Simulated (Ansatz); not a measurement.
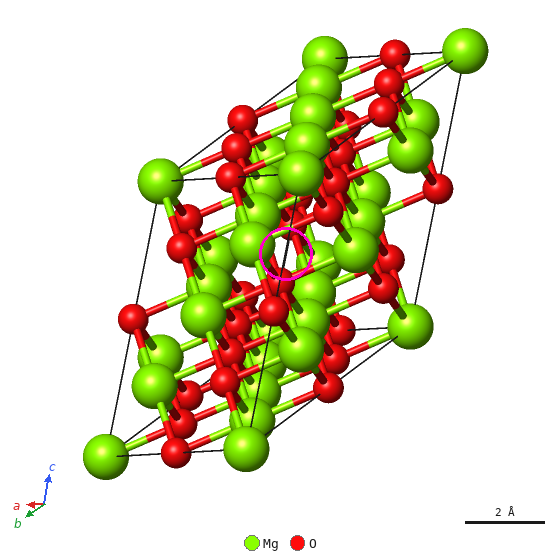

The crystal in a ball-and-stick representation, seen from a general direction. The wireframe shows the supercell. The host is MgO, in a cell of 32 sites, and the cell is neutral. A ring marks the defect's site.

> Describe the defect.

An oxygen vacancy. Around the empty site lie six Mg at about 2.1 Å.

Method: DFT PBE, scalar-relativistic, plane waves, PAW (Ansatz 0.2.0); 420 eV cutoff, k-points on a 2×2×2 grid, Gaussian smearing of 0.02 eV, collinear spins.

> Is there a net moment in the defective cell?

No net moment.

The atoms were relaxed in the host's cell with DFT PBE, scalar-relativistic, plane waves, PAW (Ansatz).
